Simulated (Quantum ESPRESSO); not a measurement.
Run report: Ti, relaxation of cell and atoms (part 1 of 3)

The run: relaxation of cell and atoms of Ti (P6₃/mmc, 2 atoms in the cell). Method and program: Kohn-Sham DFT of a periodic cell, PBEsol, GBRV 1.5 PBEsol, no spin polarisation (Quantum ESPRESSO 7.5).

The structure derives from an entry of the Crystallography Open Database.

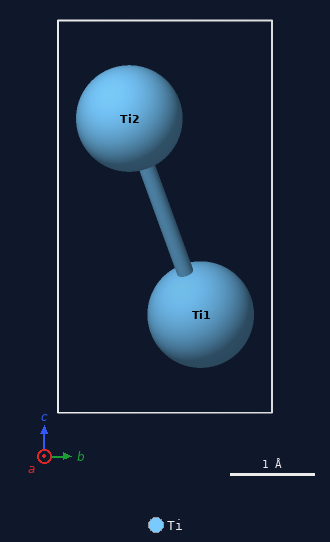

**Figure 1.** The structure (ball-and-stick view of the cell of the calculation, along the a axis; atoms are numbered from 1 in the order of the input). An atom can appear more than once, as a periodic image.

**Key numbers**

| quantity | value |
| --- | --- |
| outcome | converged |
| space group (tolerance 0.01 Å) | P6₃/mmc (194) |
| electrons treated | 24 |
| free energy | −3242.1078 eV |
| Fermi energy | 13.904 eV |
| gap on the k-point mesh | none (metallic) |
| pressure | 0.00 GPa |
| final volume | 33.44 Å³ |
| largest force (length of the vector) at the end | under 0.001 eV/Å |
| final cell | a = 2.900 Å, b = 2.900 Å, c = 4.590 Å, α = 90.00°, β = 90.00°, γ = 120.00° |
| hardware | 1 thread of Intel Xeon (Granite Rapids), 128 GiB of memory available, shared host |
| wall time | 4.9 min |
| peak memory | 0.23 GiB |

**Remarks**

Notes on the run: negative rho.

**Input file**
```
&CONTROL
  calculation = 'vc-relax'
  prefix = 'pwscf'
  outdir = './tmp'
  pseudo_dir = './pseudo'
  tprnfor = .true.
  tstress = .true.
  disk_io = 'low'
  nstep = 40
  forc_conv_thr = 0.0004
  etot_conv_thr = 1d-05
/
&SYSTEM
  ibrav = 0
  nat = 2
  ntyp = 1
  ecutwfc = 45
  ecutrho = 360
  nbnd = 19
  occupations = 'smearing'
  smearing = 'mp'
  degauss = 0.00734986
/
&ELECTRONS
  conv_thr = 4d-10
  electron_maxstep = 120
  mixing_beta = 0.5
/
&IONS
  ion_dynamics = 'bfgs'
/
&CELL
  cell_dynamics = 'bfgs'
  press = 0
  press_conv_thr = 0.3
/
ATOMIC_SPECIES
Ti    47.8670 ti_pbesol_v1.4.uspp.F.UPF
CELL_PARAMETERS angstrom
   2.9500000000    0.0000000000    0.0000000000
  -1.4750000000    2.5547749412    0.0000000000
   0.0000000000    0.0000000000    4.6800000000
ATOMIC_POSITIONS crystal
Ti     0.3333333333    0.6666666667    0.2500000000
Ti     0.6666666667    0.3333333333    0.7500000000
K_POINTS automatic
18 18 12 0 0 0
```

Command:
```bash
OMP_NUM_THREADS=1 pw.x -in pw.in > pw.out
```

**What the program printed**
```
This program is part of the open-source Quantum ESPRESSO suite
     for quantum simulation of materials; please cite
         "P. Giannozzi et al., J. Phys.:Condens. Matter 21 395502 (2009);
         "P. Giannozzi et al., J. Phys.:Condens. Matter 29 465901 (2017);
         "P. Giannozzi et al., J. Chem. Phys. 152 154105 (2020);
          URL
     in publications or presentations arising from this work. More details at

     Message from routine setup:
     using ibrav=0 with symmetry is DISCOURAGED, use correct ibrav instead

     G-vector sticks info
     --------------------
     sticks:   dense  smooth     PW     G-vecs:    dense   smooth      PW
     Sum         769     379    121                27449     9715    1725

     Using Slab Decomposition

     bravais-lattice index     =            0
     lattice parameter (alat)  =       5.5747  a.u.
     unit-cell volume          =     238.0220 (a.u.)^3
     number of atoms/cell      =            2
     number of atomic types    =            1
     number of electrons       =        24.00
     number of Kohn-Sham states=           19
     kinetic-energy cutoff     =      45.0000  Ry
     charge density cutoff     =     360.0000  Ry
     scf convergence threshold =      4.0E-10
     mixing beta               =       0.5000
     number of iterations used =            8  plain     mixing
     energy convergence thresh.=      1.0E-05
     force convergence thresh. =      4.0E-04
     press convergence thresh. =      3.0E-01
     Exchange-correlation= SLA  PW   PSX  PSC
                           (   1   4  10   8   0   0   0)
     nstep                     =           40

     celldm(1)=   5.574692  celldm(2)=   0.000000  celldm(3)=   0.000000
     celldm(4)=   0.000000  celldm(5)=   0.000000  celldm(6)=   0.000000

     crystal axes: (cart. coord. in units of alat)
               a(1) = (   1.000000   0.000000   0.000000 )
               a(2) = (  -0.500000   0.866025   0.000000 )
               a(3) = (   0.000000   0.000000   1.586441 )

     reciprocal axes: (cart. coord. in units 2 pi/alat)
               b(1) = (  1.000000  0.577350 -0.000000 )
               b(2) = (  0.000000  1.154701  0.000000 )
               b(3) = (  0.000000 -0.000000  0.630342 )

     PseudoPot. # 1 for Ti read from file:
     ti_pbesol_v1.4.uspp.F.UPF
     Pseudo is Ultrasoft + core correction, Zval = 12.0
     Generated by new atomic code, or converted to UPF format
     Using radial grid of  851 points,  6 beta functions with:
                l(1) =   0
                l(2) =   0
                l(3) =   1
                l(4) =   1
                l(5) =   2
                l(6) =   2
     Q(r) pseudized with  6 coefficients,  rinner =    1.000   1.000   1.000
                                                       1.000   1.000

     atomic species   valence    mass     pseudopotential
     Ti               12.00    47.86700     Ti( 1.00)

     24 Sym. Ops., with inversion, found (12 have fractional translation)

   Cartesian axes

     site n.     atom                  positions (alat units)
         1        Ti     tau(   1) = (  -0.0000000   0.5773503   0.3966102  )
         2        Ti     tau(   2) = (   0.5000000   0.2886751   1.1898305  )

     number of k points=   259  Methfessel-Paxton smearing, width (Ry)=  0.0073

     Number of k-points >= 100: set verbosity='high' to print them.

     Dense  grid:    27449 G-vectors     FFT dimensions: (  36,  36,  54)

     Smooth grid:     9715 G-vectors     FFT dimensions: (  24,  24,  40)

     Check: negative core charge=   -0.000016

     Initial potential from superposition of free atoms

     starting charge      21.9999, renormalised to      24.0000

     negative rho (up, down):  2.107E-03 0.000E+00
     Starting wfcs are   20 randomized atomic wfcs

     Self-consistent Calculation

     iteration #  1     ecut=    45.00 Ry     beta= 0.50
     Davidson diagonalization with overlap
     ethr =  1.00E-02,  avg # of iterations =  3.7

     negative rho (up, down):  2.255E-03 0.000E+00

     total energy              =    -237.97124057 Ry
     estimated scf accuracy    <       1.28850912 Ry

     iteration #  2     ecut=    45.00 Ry     beta= 0.50
     Davidson diagonalization with overlap
     ethr =  5.37E-03,  avg # of iterations =  2.6

     negative rho (up, down):  1.831E-03 0.000E+00

     total energy              =    -238.28264938 Ry
     estimated scf accuracy    <       0.01089724 Ry

     iteration #  3     ecut=    45.00 Ry     beta= 0.50
     Davidson diagonalization with overlap
     ethr =  4.54E-05,  avg # of iterations =  4.4

     negative rho (up, down):  1.402E-03 0.000E+00

     total energy              =    -238.28645536 Ry
     estimated scf accuracy    <       0.00338913 Ry

     iteration #  4     ecut=    45.00 Ry     beta= 0.50
     Davidson diagonalization with overlap
     ethr =  1.41E-05,  avg # of iterations =  3.7

     negative rho (up, down):  1.369E-03 0.000E+00

     total energy              =    -238.28729935 Ry
     estimated scf accuracy    <       0.00315114 Ry

     iteration #  5     ecut=    45.00 Ry     beta= 0.50
     Davidson diagonalization with overlap
     ethr =  1.31E-05,  avg # of iterations =  2.3

     negative rho (up, down):  1.360E-03 0.000E+00

     total energy              =    -238.28797408 Ry
     estimated scf accuracy    <       0.00000257 Ry

     iteration #  6     ecut=    45.00 Ry     beta= 0.50
     Davidson diagonalization with overlap
     ethr =  1.07E-08,  avg # of iterations =  4.9

     negative rho (up, down):  1.355E-03 0.000E+00

     total energy              =    -238.28799552 Ry
     estimated scf accuracy    <       0.00000473 Ry

     iteration #  7     ecut=    45.00 Ry     beta= 0.50
     Davidson diagonalization with overlap
     ethr =  1.07E-08,  avg # of iterations =  1.0

     negative rho (up, down):  1.353E-03 0.000E+00

     total energy              =    -238.28799276 Ry
     estimated scf accuracy    <       0.00000592 Ry

     iteration #  8     ecut=    45.00 Ry     beta= 0.50
     Davidson diagonalization with overlap
     ethr =  1.07E-08,  avg # of iterations =  3.0

     negative rho (up, down):  1.352E-03 0.000E+00

     total energy              =    -238.28799351 Ry
     estimated scf accuracy    <       0.00000015 Ry

     iteration #  9     ecut=    45.00 Ry     beta= 0.50
     Davidson diagonalization with overlap
     ethr =  6.43E-10,  avg # of iterations =  3.5

     negative rho (up, down):  1.352E-03 0.000E+00

     total energy              =    -238.28799357 Ry
     estimated scf accuracy    <          5.2E-09 Ry

     iteration # 10     ecut=    45.00 Ry     beta= 0.50
     Davidson diagonalization with overlap
     ethr =  2.17E-11,  avg # of iterations =  2.1

     negative rho (up, down):  1.352E-03 0.000E+00

     total energy              =    -238.28799357 Ry
     estimated scf accuracy    <          2.4E-09 Ry

     iteration # 11     ecut=    45.00 Ry     beta= 0.50
     Davidson diagonalization with overlap
     ethr =  1.00E-11,  avg # of iterations =  2.1

     negative rho (up, down):  1.352E-03 0.000E+00

     End of self-consistent calculation

     Number of k-points >= 100: set verbosity='high' to print the bands.

     the Fermi energy is    13.0549 ev

!    total energy              =    -238.28799357 Ry
     estimated scf accuracy    <          1.0E-10 Ry
     smearing contrib. (-TS)   =       0.00007499 Ry
     internal energy E=F+TS    =    -238.28806856 Ry

     The total energy is F=E-TS. E is the sum of the following terms:
     one-electron contribution =     -82.27004222 Ry
     hartree contribution      =      48.75632381 Ry
     xc contribution           =     -35.69227216 Ry
     ewald contribution        =    -169.08207799 Ry

     convergence has been achieved in  11 iterations

     negative rho (up, down):  1.352E-03 0.000E+00

     Forces acting on atoms (cartesian axes, Ry/au):

     atom    1 type  1   force =     0.00000000    0.00000000    0.00000000
     atom    2 type  1   force =     0.00000000    0.00000000    0.00000000

     Total force =     0.000000     Total SCF correction =     0.000000

     Computing stress (Cartesian axis) and pressure

     negative rho (up, down):  1.352E-03 0.000E+00
          total   stress  (Ry/bohr**3)                   (kbar)     P=      -58.18
  -0.00038546   0.00000000   0.00000000          -56.70        0.00        0.00
   0.00000000  -0.00038546   0.00000000            0.00      -56.70        0.00
   0.00000000   0.00000000  -0.00041549            0.00        0.00      -61.12

     BFGS Geometry Optimization
     Energy error            =      2.9E-03 Ry
     Gradient error          =      0.0E+00 Ry/Bohr
     Cell gradient error     =      6.1E+01 kbar

     number of scf cycles    =   1
     number of bfgs steps    =   0

     enthalpy           new  =    -238.2879935701 Ry

     new trust radius        =       0.0320506266 bohr
     new conv_thr            =       0.0000000004 Ry

     new unit-cell volume =    231.03178 a.u.^3 (    34.23538 Ang^3 )
     density =      4.64344 g/cm^3

CELL_PARAMETERS (angstrom)
   2.921572505   0.000000000   0.000000000
  -1.460786253   2.530156009   0.000000000
   0.000000000   0.000000000   4.631387963

ATOMIC_POSITIONS (crystal)
Ti               0.3333333333        0.6666666667        0.2500000000
Ti               0.6666666667        0.3333333333        0.7500000000

     NEW-OLD atomic charge density approx. for the potential
     New effective cutoffs (rho, wfc):  367.17   45.94

     Check: negative core charge=   -0.000015

     negative rho (up, down):  1.309E-03 0.000E+00

     Self-consistent Calculation

     iteration #  1     ecut=    45.00 Ry     beta= 0.50
     Davidson diagonalization with overlap
     ethr =  1.00E-06,  avg # of iterations =  4.0

     negative rho (up, down):  1.323E-03 0.000E+00

     total energy              =    -238.29001080 Ry
     estimated scf accuracy    <       0.00008031 Ry

     iteration #  2     ecut=    45.00 Ry     beta= 0.50
     Davidson diagonalization with overlap
     ethr =  3.35E-07,  avg # of iterations =  3.1

     negative rho (up, down):  1.324E-03 0.000E+00

     total energy              =    -238.29003420 Ry
     estimated scf accuracy    <       0.00000681 Ry

     iteration #  3     ecut=    45.00 Ry     beta= 0.50
     Davidson diagonalization with overlap
     ethr =  2.84E-08,  avg # of iterations =  2.0

     negative rho (up, down):  1.327E-03 0.000E+00

     total energy              =    -238.29003549 Ry
     estimated scf accuracy    <       0.00000090 Ry

     iteration #  4     ecut=    45.00 Ry     beta= 0.50
     Davidson diagonalization with overlap
     ethr =  3.77E-09,  avg # of iterations =  3.2

     negative rho (up, down):  1.327E-03 0.000E+00

     total energy              =    -238.29003559 Ry
     estimated scf accuracy    <       0.00000022 Ry

     iteration #  5     ecut=    45.00 Ry     beta= 0.50
     Davidson diagonalization with overlap
     ethr =  9.37E-10,  avg # of iterations =  2.1

     negative rho (up, down):  1.327E-03 0.000E+00

     total energy              =    -238.29003561 Ry
     estimated scf accuracy    <       0.00000001 Ry

     iteration #  6     ecut=    45.00 Ry     beta= 0.50
     Davidson diagonalization with overlap
     ethr =  4.89E-11,  avg # of iterations =  3.9

     negative rho (up, down):  1.327E-03 0.000E+00

     total energy              =    -238.29003562 Ry
     estimated scf accuracy    <          4.8E-10 Ry

     iteration #  7     ecut=    45.00 Ry     beta= 0.50
     Davidson diagonalization with overlap
     ethr =  2.01E-12,  avg # of iterations =  2.0

     negative rho (up, down):  1.327E-03 0.000E+00

     total energy              =    -238.29003562 Ry
     estimated scf accuracy    <          8.1E-10 Ry

     iteration #  8     ecut=    45.00 Ry     beta= 0.50
     Davidson diagonalization with overlap
     ethr =  2.01E-12,  avg # of iterations =  2.0

     negative rho (up, down):  1.327E-03 0.000E+00

     End of self-consistent calculation

     Number of k-points >= 100: set verbosity='high' to print the bands.

     the Fermi energy is    13.5248 ev

!    total energy              =    -238.29003562 Ry
     estimated scf accuracy    <          6.4E-11 Ry
     smearing contrib. (-TS)   =       0.00007405 Ry
     internal energy E=F+TS    =    -238.29010967 Ry

     The total energy is F=E-TS. E is the sum of the following terms:
     one-electron contribution =     -79.74575173 Ry
     hartree contribution      =      47.96577042 Ry
     xc contribution           =     -35.74075390 Ry
     ewald contribution        =    -170.76937446 Ry

     convergence has been achieved in   8 iterations

     negative rho (up, down):  1.327E-03 0.000E+00

     Forces acting on atoms (cartesian axes, Ry/au):

     atom    1 type  1   force =     0.00000000   -0.00000000    0.00000000
     atom    2 type  1   force =    -0.00000000    0.00000000   -0.00000000

     Total force =     0.000000     Total SCF correction =     0.000000

     Computing stress (Cartesian axis) and pressure

     negative rho (up, down):  1.327E-03 0.000E+00
          total   stress  (Ry/bohr**3)                   (kbar)     P=      -26.94
  -0.00017673  -0.00000000  -0.00000000          -26.00       -0.00       -0.00
   0.00000000  -0.00017673  -0.00000000            0.00      -26.00       -0.00
   0.00000000   0.00000000  -0.00019586            0.00        0.00      -28.81

     Energy error            =      2.0E-03 Ry
     Gradient error          =      4.0E-25 Ry/Bohr
     Cell gradient error     =      2.9E+01 kbar

     number of scf cycles    =   2
     number of bfgs steps    =   1

     enthalpy           old  =    -238.2879935701 Ry
     enthalpy           new  =    -238.2900356181 Ry

     CASE: enthalpy          _new < enthalpy          _old

     new trust radius        =       0.0270311028 bohr
     new conv_thr            =            4.0E-12 Ry

     new unit-cell volume =    225.32349 a.u.^3 (    33.38950 Ang^3 )
     density =      4.76108 g/cm^3

CELL_PARAMETERS (angstrom)
   2.898167873   0.000000000   0.000000000
  -1.449083937   2.509887003   0.000000000
  -0.000000000  -0.000000000   4.590205808

ATOMIC_POSITIONS (crystal)
Ti               0.3333333333        0.6666666667        0.2500000000
Ti               0.6666666667        0.3333333333        0.7500000000

     NEW-OLD atomic charge density approx. for the potential
     New effective cutoffs (rho, wfc):  373.53   46.77

     Check: negative core charge=   -0.000014

     negative rho (up, down):  1.291E-03 0.000E+00

     Self-consistent Calculation

     iteration #  1     ecut=    45.00 Ry     beta= 0.50
     Davidson diagonalization with overlap
     ethr =  1.00E-06,  avg # of iterations =  3.5

     negative rho (up, down):  1.302E-03 0.000E+00

     total energy              =    -238.29052199 Ry
     estimated scf accuracy    <       0.00004824 Ry

     iteration #  2     ecut=    45.00 Ry     beta= 0.50
     Davidson diagonalization with overlap
     ethr =  2.01E-07,  avg # of iterations =  2.9

     negative rho (up, down):  1.303E-03 0.000E+00

     total energy              =    -238.29053545 Ry
     estimated scf accuracy    <       0.00000278 Ry
```
